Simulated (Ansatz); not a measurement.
**Elastic-constant calculation, with input and output: MgSe**

System: MgSe (Fm-3m, 2 atoms in the cell).
Method: DFT, r2SCAN, PAW with Ansatz's default frozen-core files, scalar-relativistic; elastic constants from stresses of strained cells, no spin polarisation (Ansatz 0.2.0).

The structure derives from an entry of the Crystallography Open Database. It belongs to a series of runs on one base structure; here: PAW files in place of LAPW. Figures and captions count atoms from 1; the log counts them from 0 in places.

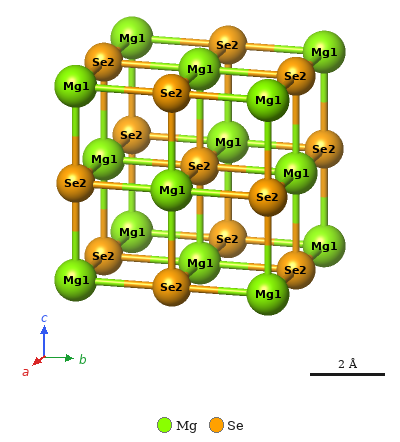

**Figure 1.** The structure as given in the input (ball-and-stick view of the cell 4 times as large as that of the calculation, set on its symmetry axes, seen slightly off an axis; atoms are numbered from 1 in the order of the input). Near neighbours in the crystal (not all of them lie inside the picture): Mg has 6 Se at 2.74 Å; Se has 6 Mg at 2.74 Å.

**Input file**
```yaml
crystal:
  lattice:
    - [0.0, 2.7361030264, 2.7361030264]
    - [2.7361030264, 0.0, 2.7361030264]
    - [2.7361030264, 2.7361030264, 0.0]
  atoms:
    - { symbol: Mg, position: [0.0, 0.0, 0.0] }
    - { symbol: Se, position: [0.5, 0.5, 0.5] }
kpoints:
  mp_grid: { grid: [8, 8, 8] }
scf:
  occupations: { method: fixed }
hamiltonian:
  xc: r2scan
  pseudopotentials: { kind: paw }
elastic:
  mode: relaxed_ion
  stencil: two_point
  amplitude: 0.003
```

Run as:
```bash
ansatz run input.yaml --threads 1 --pin off --max-ram 2560MiB --backend cpu --events-out ev --progress --plain --runs-dir out
```

**The program's output**
```
Engine: ansatz 0.2.0, x86_64-unknown-linux-gnu
Pseudopotentials: kind: paw
Pseudopotential: Mg, paw, valence charge 10, recommended cutoff 500 eV (meta_gga), Mg.paw.azcp
Pseudopotential: Se, paw, valence charge 16, recommended cutoff 500 eV (meta_gga), Se.paw.azcp
Functional definition: r2SCAN
  parameter k0 = 0.174
  parameter k1 = 0.065
  parameter a1 = 4.9479
  exchange = r2scan_x(k0 = k0, k1 = k1, a1 = a1)
  correlation = r2scan_c
Crystal: 2 atoms, lattice volume = 40.966 Å³
Basis set: ecut = 500 eV, 1037 PW (Γ), exchange–correlation on 120×120×120 points (64 copies of the dense FFT grid, shifted against one another)
Bands: 17, of which v1, the nominal top of the filled ones, is band 13 counted from 1 (12 counted from 0)
Symmetry: 48 space group operations
Space group: Fm-3m (ITA 225), of the structure as read, at distance tolerance 3.4e-5 Å
k-points: 29 of 512
Non-local potential: Mg, projectors of the file, l = 0: 3, l = 1: 2, l = 2: 1
Non-local potential: Se, projectors of the file, l = 0: 2, l = 1: 2, l = 2: 3, l = 3: 1
PAW form: soft (Blöchl's): semilocal exchange-correlation on the pseudo side does not see the compensation charge
PAW frozen core: Mg, regenerated for the run's functional (the file was generated under x = pbe(κ = 0.804, μ = 0.2195149727645171), c = pbe(β = 0.06672455060314922))
PAW frozen core: Se, regenerated for the run's functional (the file was generated under x = pbe(κ = 0.804, μ = 0.2195149727645171), c = pbe(β = 0.06672455060314922))
PAW one-centre angular grid: Mg, 302 points (default); XC on 224 Gauss nodes
PAW one-centre angular grid: Se, 590 points (default); XC on 160 Gauss nodes
Initial density: superposition of atomic densities (neutral atoms: chi_scale 0, normalization atom), corrected by the library's trained network
Initial wavefunctions: pseudopotential atomic-orbital guess
Functional: x = r2scan, c = r2scan; τ floored in thin density (d = 2e-4 eV/Å³)
SCF iter   1: F=—  HF=-7407.417194 eV  |F-HF|=—  |Δ(HF+E_count)|=         —  Δρ=6.52e-3  dr2=1.23e-2  dr2_τ=7.27e-3  ethr=1.77e-3  ⟨swp⟩=4.9  Hψ=2151  notcnv=0  defer=51
preconditioner: auto → none  [insulator: Δε(μ)=2.463 eV  Ē_g=12.087 eV  n_scr=14 (ndim 8)  ℏωp=16.4 eV  f_vac=0.000  ε∞_Penn≈2.8]
SCF iter   2: F=—  HF=-7407.455391 eV  |F-HF|=—  |Δ(HF+E_count)|=   3.82e-2  Δρ=2.39e-3  dr2=1.74e-3  dr2_τ=7.84e-5  ethr=4.72e-5  ⟨swp⟩=2.2  Hψ=1171  notcnv=0  defer=52
SCF iter   3: F=—  HF=-7407.455753 eV  |F-HF|=—  |Δ(HF+E_count)|=   3.63e-4  Δρ=6.09e-4  dr2=1.02e-4  dr2_τ=4.17e-6  ethr=6.69e-6  ⟨swp⟩=3.0  Hψ=934  notcnv=0  defer=53
SCF iter   4: F=—  HF=-7407.455787 eV  |F-HF|=—  |Δ(HF+E_count)|=   3.36e-5  Δρ=1.29e-4  dr2=4.24e-6  dr2_τ=1.13e-7  ethr=3.91e-7  ⟨swp⟩=2.0  Hψ=643  notcnv=0  defer=53
SCF iter   5: F=—  HF=-7407.455789 eV  |F-HF|=—  |Δ(HF+E_count)|=   1.74e-6  Δρ=2.19e-5  dr2=3.40e-7  dr2_τ=1.52e-8  ethr=1.63e-8  ⟨swp⟩=2.0  Hψ=584  notcnv=0  defer=1
SCF iter   6: F=—  HF=-7407.455789 eV  |F-HF|=—  |Δ(HF+E_count)|=   2.64e-8  Δρ=5.81e-6  dr2=9.88e-9  dr2_τ=5.36e-10  ethr=1.31e-9  ⟨swp⟩=2.2  Hψ=672  notcnv=0
SCF iter   7: F=—  HF=-7407.455789 eV  |F-HF|=—  |Δ(HF+E_count)|=   1.33e-8  Δρ=1.49e-6  dr2=1.24e-9  dr2_τ=3.20e-11  ethr=3.80e-11  ⟨swp⟩=2.0  Hψ=870  notcnv=0
SCF iter   8: F=—  HF=-7407.455789 eV  |F-HF|=—  |Δ(HF+E_count)|=  7.19e-11  Δρ=3.64e-7  dr2=7.49e-11  dr2_τ=4.92e-13  ethr=4.78e-12  ⟨swp⟩=2.4  Hψ=720  notcnv=0
SCF iter   9: F=—  HF=-7407.455789 eV  |F-HF|=—  |Δ(HF+E_count)|=  1.09e-11  Δρ=4.14e-8  dr2=8.21e-13  dr2_τ=7.25e-15  ethr=2.88e-13 (applied; sched 1.00e-12)  ⟨swp⟩=2.2  Hψ=669  notcnv=0
SCF iter  10: F=-7407.455789 eV  HF=-7407.455789 eV  |F-HF|=1.82e-12  |Δ(HF+E_count)|=  1.82e-12  Δρ=1.88e-9  dr2=1.97e-15  dr2_τ=3.32e-17  ethr=1.00e-12  ⟨swp⟩=6.1  Hψ=2209  notcnv=0
SCF 1 converged in 10 iterations: F = -7407.455789 eV  dr2 = 1.97e-15
  greatest PAW one-centre occupation: 1.000 electrons in one spin orbital (limit 2), on the Mg atom at site 0 (counted from 0), in its partial waves of l = 0
Initial density: handed on by an earlier stage of this run
Initial wavefunctions: those handed on with the density
iter 1 solved again at ethr=1.00e-12 eV; its pass at ethr=3.10e-3 eV (dr2=4.24e-15 eV) is discarded
SCF iter   1: F=—  HF=-7407.455789 eV  |F-HF|=—  |Δ(HF+E_count)|=         —  Δρ=1.84e-9  dr2=1.94e-15  dr2_τ=3.21e-17  ethr=1.00e-12  ⟨swp⟩=1.0  Hψ=2128  notcnv=0
preconditioner: auto → none  [insulator: Δε(μ)=2.478 eV  Ē_g=12.039 eV  n_scr=14 (ndim 8)  ℏωp=16.4 eV  f_vac=0.000  ε∞_Penn≈2.9]
SCF iter   2: F=-7407.455789 eV  HF=-7407.455789 eV  |F-HF|=1.82e-12  |Δ(HF+E_count)|=  1.82e-12  Δρ=6.77e-10  dr2=1.23e-16  dr2_τ=1.46e-17  ethr=1.00e-12  ⟨swp⟩=4.0  Hψ=1598  notcnv=0
SCF 2 converged in 2 iterations: F = -7407.455789 eV  dr2 = 1.23e-16
Crystal: 2 atoms, lattice volume = 40.843 Å³
Symmetry: 16 space group operations
k-points: 59 of 512
iter 1 solved again at ethr=4.54e-8 eV; its pass at ethr=3.10e-3 eV (dr2=1.18e-5 eV) is discarded
SCF iter   1: F=—  HF=-7407.455601 eV  |F-HF|=—  |Δ(HF+E_count)|=         —  Δρ=1.83e-4  dr2=1.74e-5  dr2_τ=2.18e-5  ethr=4.54e-8  ⟨swp⟩=2.1  Hψ=5144  notcnv=0  defer=88
preconditioner: auto → none  [insulator: Δε(μ)=2.464 eV  Ē_g=12.056 eV  n_scr=14 (ndim 8)  ℏωp=16.4 eV  f_vac=0.000  ε∞_Penn≈2.9]
SCF iter   2: F=—  HF=-7407.455648 eV  |F-HF|=—  |Δ(HF+E_count)|=   4.77e-5  Δρ=8.92e-5  dr2=3.37e-6  dr2_τ=7.58e-8  ethr=4.54e-8  ⟨swp⟩=2.0  Hψ=1854  notcnv=0  defer=103
SCF iter   3: F=—  HF=-7407.455647 eV  |F-HF|=—  |Δ(HF+E_count)|=   7.48e-7  Δρ=2.48e-5  dr2=2.29e-7  dr2_τ=2.59e-8  ethr=1.30e-8  ⟨swp⟩=2.0  Hψ=1239  notcnv=0  defer=4
SCF iter   4: F=—  HF=-7407.455647 eV  |F-HF|=—  |Δ(HF+E_count)|=   6.20e-7  Δρ=6.94e-6  dr2=9.82e-9  dr2_τ=3.73e-10  ethr=8.81e-10  ⟨swp⟩=2.0  Hψ=1711  notcnv=0  defer=3
SCF iter   5: F=—  HF=-7407.455647 eV  |F-HF|=—  |Δ(HF+E_count)|=   8.35e-9  Δρ=1.93e-6  dr2=8.33e-10  dr2_τ=2.34e-11  ethr=3.78e-11  ⟨swp⟩=2.0  Hψ=1711  notcnv=0  defer=3
SCF iter   6: F=—  HF=-7407.455647 eV  |F-HF|=—  |Δ(HF+E_count)|=  7.15e-10  Δρ=1.96e-7  dr2=1.30e-11  dr2_τ=3.90e-13  ethr=3.21e-12  ⟨swp⟩=3.0  Hψ=1678  notcnv=0  defer=3
SCF iter   7: F=—  HF=-7407.455647 eV  |F-HF|=—  |Δ(HF+E_count)|=  8.19e-12  Δρ=3.17e-8  dr2=1.43e-13  dr2_τ=9.29e-15  ethr=4.99e-14 (applied; sched 1.00e-12)  ⟨swp⟩=2.0  Hψ=1239  notcnv=0  defer=3
SCF iter   8: F=-7407.455647 eV  HF=-7407.455647 eV  |F-HF|=9.09e-13  |Δ(HF+E_count)|=  1.82e-12  Δρ=3.82e-9  dr2=4.57e-15  dr2_τ=1.63e-16  ethr=1.00e-12  ⟨swp⟩=4.0  Hψ=3495  notcnv=0
SCF 3 converged in 8 iterations: F = -7407.455647 eV  dr2 = 4.57e-15
Crystal: 2 atoms, lattice volume = 41.089 Å³
Basis set: ecut = 500 eV, 1039 PW (Γ), exchange–correlation on 120×120×120 points (64 copies of the dense FFT grid, shifted against one another)
iter 1 solved again at ethr=1.59e-11 eV; its pass at ethr=3.10e-3 eV (dr2=4.13e-9 eV) is discarded
SCF iter   1: F=—  HF=-7407.455649 eV  |F-HF|=—  |Δ(HF+E_count)|=         —  Δρ=6.71e-6  dr2=4.26e-9  dr2_τ=1.93e-9  ethr=1.59e-11  ⟨swp⟩=2.6  Hψ=5234  notcnv=0  defer=60
preconditioner: auto → none  [insulator: Δε(μ)=2.458 eV  Ē_g=12.020 eV  n_scr=14 (ndim 8)  ℏωp=16.4 eV  f_vac=0.000  ε∞_Penn≈2.9]
SCF iter   2: F=—  HF=-7407.455649 eV  |F-HF|=—  |Δ(HF+E_count)|=   1.53e-7  Δρ=3.29e-6  dr2=7.83e-10  dr2_τ=9.33e-10  ethr=1.59e-11  ⟨swp⟩=2.0  Hψ=1409  notcnv=0  defer=60
SCF iter   3: F=—  HF=-7407.455649 eV  |F-HF|=—  |Δ(HF+E_count)|=   4.48e-8  Δρ=4.62e-7  dr2=5.77e-11  dr2_τ=1.25e-11  ethr=3.01e-12  ⟨swp⟩=2.0  Hψ=1327  notcnv=0  defer=60
SCF iter   4: F=—  HF=-7407.455649 eV  |F-HF|=—  |Δ(HF+E_count)|=  2.89e-10  Δρ=2.72e-7  dr2=8.84e-12  dr2_τ=5.14e-12  ethr=2.22e-13 (applied; sched 1.00e-12)  ⟨swp⟩=2.0  Hψ=1204  notcnv=0  defer=60
SCF iter   5: F=—  HF=-7407.455649 eV  |F-HF|=—  |Δ(HF+E_count)|=  2.62e-10  Δρ=4.21e-8  dr2=4.71e-13  dr2_τ=8.50e-14  ethr=3.40e-14 (applied; sched 1.00e-12)  ⟨swp⟩=2.0  Hψ=1770  notcnv=0  defer=60
SCF iter   6: F=-7407.455649 eV  HF=-7407.455649 eV  |F-HF|=0.00e0  |Δ(HF+E_count)|=  3.64e-12  Δρ=1.26e-8  dr2=6.98e-14  dr2_τ=7.92e-15  ethr=1.00e-12  ⟨swp⟩=4.9  Hψ=3709  notcnv=0
SCF 4 converged in 6 iterations: F = -7407.455649 eV  dr2 = 6.98e-14
Symmetry: 8 space group operations
k-points: 95 of 512
iter 1 solved again at ethr=1.15e-8 eV; its pass at ethr=3.10e-3 eV (dr2=2.99e-6 eV) is discarded
SCF iter   1: F=—  HF=-7407.455731 eV  |F-HF|=—  |Δ(HF+E_count)|=         —  Δρ=9.79e-5  dr2=4.30e-6  dr2_τ=5.02e-6  ethr=1.15e-8  ⟨swp⟩=2.6  Hψ=8751  notcnv=0  defer=109
preconditioner: auto → none  [insulator: Δε(μ)=2.463 eV  Ē_g=12.038 eV  n_scr=14 (ndim 8)  ℏωp=16.4 eV  f_vac=0.000  ε∞_Penn≈2.9]
SCF iter   2: F=—  HF=-7407.455736 eV  |F-HF|=—  |Δ(HF+E_count)|=   4.45e-6  Δρ=4.65e-5  dr2=8.73e-7  dr2_τ=3.82e-8  ethr=1.15e-8  ⟨swp⟩=2.0  Hψ=2004  notcnv=0  defer=53
SCF iter   3: F=—  HF=-7407.455737 eV  |F-HF|=—  |Δ(HF+E_count)|=   9.76e-7  Δρ=9.37e-6  dr2=2.17e-8  dr2_τ=6.00e-10  ethr=3.36e-9  ⟨swp⟩=2.0  Hψ=1991  notcnv=0  defer=2
SCF iter   4: F=—  HF=-7407.455737 eV  |F-HF|=—  |Δ(HF+E_count)|=   1.82e-8  Δρ=6.23e-6  dr2=8.77e-9  dr2_τ=2.26e-10  ethr=8.34e-11  ⟨swp⟩=2.1  Hψ=2290  notcnv=0  defer=2
SCF iter   5: F=—  HF=-7407.455737 eV  |F-HF|=—  |Δ(HF+E_count)|=   1.24e-8  Δρ=5.06e-7  dr2=4.65e-11  dr2_τ=8.26e-12  ethr=3.37e-11  ⟨swp⟩=2.0  Hψ=2108  notcnv=0  defer=2
SCF iter   6: F=—  HF=-7407.455737 eV  |F-HF|=—  |Δ(HF+E_count)|=  4.82e-11  Δρ=1.26e-7  dr2=2.71e-12  dr2_τ=4.32e-13  ethr=1.79e-13 (applied; sched 1.00e-12)  ⟨swp⟩=2.0  Hψ=2850  notcnv=0  defer=2
SCF iter   7: F=—  HF=-7407.455737 eV  |F-HF|=—  |Δ(HF+E_count)|=  2.73e-12  Δρ=2.43e-8  dr2=2.00e-13  dr2_τ=1.60e-14  ethr=1.04e-14 (applied; sched 1.00e-12)  ⟨swp⟩=2.0  Hψ=2755  notcnv=0  defer=2
SCF iter   8: F=-7407.455737 eV  HF=-7407.455737 eV  |F-HF|=0.00e0  |Δ(HF+E_count)|=  1.82e-12  Δρ=7.11e-9  dr2=1.24e-14  dr2_τ=2.25e-16  ethr=1.00e-12  ⟨swp⟩=4.0  Hψ=4842  notcnv=0
SCF 5 converged in 8 iterations: F = -7407.455737 eV  dr2 = 1.24e-14
iter 1 solved again at ethr=1.00e-12 eV; its pass at ethr=3.10e-3 eV (dr2=1.75e-10 eV) is discarded
SCF iter   1: F=—  HF=-7407.455737 eV  |F-HF|=—  |Δ(HF+E_count)|=         —  Δρ=1.12e-6  dr2=1.71e-10  dr2_τ=4.03e-10  ethr=1.00e-12  ⟨swp⟩=2.9  Hψ=9031  notcnv=0  defer=99
SCF iter   2: F=—  HF=-7407.455737 eV  |F-HF|=—  |Δ(HF+E_count)|=   1.59e-9  Δρ=5.51e-7  dr2=2.63e-11  dr2_τ=6.34e-12  ethr=6.58e-13 (applied; sched 1.00e-12)  ⟨swp⟩=2.0  Hψ=2850  notcnv=0  defer=99
SCF iter   3: F=—  HF=-7407.455737 eV  |F-HF|=—  |Δ(HF+E_count)|=  1.29e-10  Δρ=2.56e-7  dr2=5.51e-12  dr2_τ=1.14e-12  ethr=1.01e-13 (applied; sched 1.00e-12)  ⟨swp⟩=3.0  Hψ=2848  notcnv=0  defer=99
SCF iter   4: F=-7407.455737 eV  HF=-7407.455737 eV  |F-HF|=0.00e0  |Δ(HF+E_count)|=  3.64e-11  Δρ=1.64e-8  dr2=3.90e-14  dr2_τ=8.26e-15  ethr=1.00e-12  ⟨swp⟩=3.0  Hψ=6651  notcnv=0
SCF 6 converged in 4 iterations: F = -7407.455737 eV  dr2 = 3.90e-14
SCF converged after 2 iterations
Free energy (F): -7407.455789 eV
Harris-Foulkes:  -7407.455789 eV  (|F-HF|=1.82e-12)
Internal energy: -7407.455789 eV  (E = F + TS)
E sigma→0 (E₀):  -7407.455789 eV
Fermi energy:    7.362056 eV
--- Per-component energies (eV) ---
  E_band       = -731.333291
  E_kinetic    = 196.876941
  E_local      = -3842.605754  (includes V_loc(G=0)·N_el)
  E_nonlocal   = -500.839243
  E_hartree    = 1695.624959
  E_xc         = -127.224596
  E_vxc        = -147.340634  (∫ρ·V_xc dr)
  E_paw        = -2221.178403  (= ΣΔE_a)
  E_vpaw       = 163.636150  (= ΣTr[D̂ρ^β])
  E_aug_tail   = -0.000209  (compensation charges beyond the density's cutoff)
  E_vtau       = 7.689540  (kinetic-family band-sum trace: ∫τ·v_τ [+ j·A + Jᵃ·Aᵃ] dr)
  E_ewald      = -2606.318504
  E_core_change = -1.790978  (= ΣΔE_core)
  E_smearing   = -0.000000  (= −TS)
  E_closure    = -0.000000  (closes the sum)
  Σ components = -7407.455789   (vs F -7407.455789, Δ=0.00e0)
--- Forces (eV/Å), atoms counted from 1 ---
  atom   1  Mg     0.00000000    -0.00000000     0.00000000
  atom   2  Se     0.00000000    -0.00000000    -0.00000000
  max |Σ_I F_I| component: 5.15e-29 eV/Å
--- Stress (GPa, compression-positive) ---
       -0.001688       0.000000       0.000000
        0.000000      -0.001688      -0.000000
       -0.000000       0.000000      -0.001688
  P = ⅓ Tr σ = -0.0017 GPa (-0.017 kbar)
--- Band table (eV; the first three rows and the last of 29) ---
  k-point 0: bands = ["-70.8742", "-39.4850", "-39.4850", "-39.4777", "-39.4777", "-39.4777", "-35.9720", "-35.9720", "-35.9720", "-5.9607", "7.3621", "7.3621", "7.3621", "10.8013", "15.3924", "15.3924", "15.3924"]
  k-point 1: bands = ["-70.8742", "-39.4850", "-39.4850", "-39.4777", "-39.4777", "-39.4777", "-35.9725", "-35.9720", "-35.9720", "-5.8250", "6.2266", "7.2594", "7.2594", "11.6925", "15.1123", "15.6279", "15.6279"]
  k-point 2: bands = ["-70.8742", "-39.4851", "-39.4851", "-39.4776", "-39.4775", "-39.4775", "-35.9736", "-35.9720", "-35.9720", "-5.4623", "4.4256", "7.0353", "7.0353", "12.2179", "15.0726", "15.0726", "15.8848"]
  k-point 28: bands = ["-70.8741", "-39.4851", "-39.4850", "-39.4774", "-39.4774", "-39.4769", "-35.9741", "-35.9741", "-35.9730", "-4.4631", "4.0623", "4.0623", "4.8879", "12.5122", "15.0816", "15.6024", "15.6024"]
--- Elastic constants: 2 strain directions × 2 members + reference (group order 48) ---
  dense FFT box of the reference and of every strained cell: 30×30×30
  strains applied: 11, 23; error gains: componentwise 1.00 (the most a stress slope's error grows in a printed constant), spectral 1.73 (1 for all six strains in a standard setting)
  C = ∂σ_k/∂η_j (tension-positive GPa; Voigt order 11 22 33 23 13 12):
       124.662     37.027     37.027     -0.000      0.000      0.000
        37.027    124.662     37.027      0.000      0.000     -0.000
        37.027     37.027    124.662     -0.000     -0.000     -0.000
         0.000      0.000      0.000     48.474      0.000     -0.000
        -0.000     -0.000      0.000     -0.000     48.474     -0.000
         0.000     -0.000     -0.000     -0.000     -0.000     48.474
  reference stress σ⁰ (GPa):      0.002      0.002      0.002      0.000     -0.000     -0.000
  C* (energy form; C + prestress term) asymmetry max|C*_kj − C*_jk| = 1.421e-14 GPa — a small one proves nothing (zero by symmetry where the batch's group is 432, −43m or m−3m); a large one is finite-difference/SCF noise where every solve meets its electron count
  moduli (Voigt/Reuss/Hill, GPa): K = 66.24/66.24/66.24   G = 46.61/46.50/46.55   E = 113.15   ν = 0.215
  mechanically stable: yes (min eigenvalue of sym C = 48.47 GPa)
  strain η (Voigt 11):  stress-route row diagonal C_11 = 124.66 GPa, energy-path curvature d²(F+E_count+ΔE)/dδ²/Ω₀ = 124.65 GPa
         δ    σ_11 (GPa)             F (eV)   n_scf  n_hpsi   n_pw
    -3.000e-3      -0.3790       -7407.4556469       8   19125   1056   relax 0 steps, max|allowed force component| 2.23e-29 eV/Å
     3.000e-3       0.3690       -7407.4556490       6   15713   1056   relax 0 steps, max|allowed force component| 1.22e-29 eV/Å
  strain η (Voigt 23):  stress-route row diagonal C_44 = 48.47 GPa, energy-path curvature d²(F+E_count+ΔE)/dδ²/Ω₀ = 48.47 GPa
         δ    σ_23 (GPa)             F (eV)   n_scf  n_hpsi   n_pw
    -3.000e-3      -0.1454       -7407.4557366       8   29291   1056   relax 0 steps, max|allowed force component| 1.26e-29 eV/Å
     3.000e-3       0.1454       -7407.4557366       4   23074   1056   relax 0 steps, max|allowed force component| 6.51e-30 eV/Å
```

**File elastic.tsv**
```
# convention: tension-positive GPa; Voigt order 11 22 33 23 13 12; engineering shear strains; stresses and constants hold the Pulay correction, whose part of sigma0, of c and of each member's stress the lines and columns named pulay_correction_..._gpa give (of
# sigma0_gpa = 1.6882605131e-3 1.6882605131e-3 1.6882605131e-3 9.2644447322e-17 -9.2644447322e-17 -3.0109445380e-16
# pulay_correction_sigma0_gpa = -1.5288869896e-2 -1.5288869896e-2 -1.5288869896e-2 -0.0000000000e0 7.0682103975e-22 -3.5341051987e-21
# c_energy_asymmetry_gpa = 1.4210854715e-14
# group_order = 48
# error_gain_componentwise = 1.0000000000e0	error_gain_spectral = 1.7320508076e0
# k_voigt_gpa = 6.6238364976e1	k_reuss_gpa = 6.6238364976e1	k_hill_gpa = 6.6238364976e1
# g_voigt_gpa = 4.6611607709e1	g_reuss_gpa = 4.6497692492e1	g_hill_gpa = 4.6554650101e1
# youngs_gpa = 1.1315433601e2	poisson = 2.1528500124e-1
# min_eigenvalue_gpa = 4.8474165907e1	stable = true
# k	c_k1_gpa	c_k2_gpa	c_k3_gpa	c_k4_gpa	c_k5_gpa	c_k6_gpa	c_energy_k1_gpa	c_energy_k2_gpa	c_energy_k3_gpa	c_energy_k4_gpa	c_energy_k5_gpa	c_energy_k6_gpa	pulay_correction_c_k1_gpa	pulay_correction_c_k2_gpa	pulay_correction_c_k3_gpa	pulay_correction_c_k4_gpa	pu
```

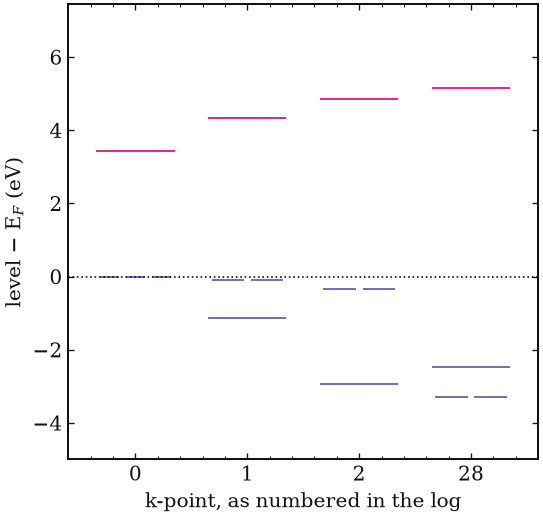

**Figure 2.** Kohn–Sham levels near the Fermi level (dotted) at the few k-points that the log prints; levels within 0.02 eV of each other stand side by side. Among these points the highest filled and lowest empty levels are 3.44 eV apart; the gap on the full mesh, 2.48 eV, has an edge at a point that isn't printed.

**Summary**

```json
{"quantity": "outcome", "value": "converged"}
{"quantity": "space group (tolerance 0.01 Å)", "value": "Fm-3m (225)"}
{"quantity": "electrons treated", "value": "26"}
{"quantity": "free energy", "value": "−7407.4558 eV"}
{"quantity": "Fermi energy", "value": "7.362 eV"}
{"quantity": "gap on the k-point mesh", "value": "2.48 eV"}
{"quantity": "pressure", "value": "0.00 GPa"}
{"quantity": "largest force (length of the vector)", "value": "under 0.001 eV/Å"}
{"quantity": "hardware", "value": "1 thread of Intel Xeon (Sapphire Rapids), 64 GiB of memory available, shared host"}
{"quantity": "wall time", "value": "33 s"}
{"quantity": "peak memory", "value": "0.54 GiB"}
```
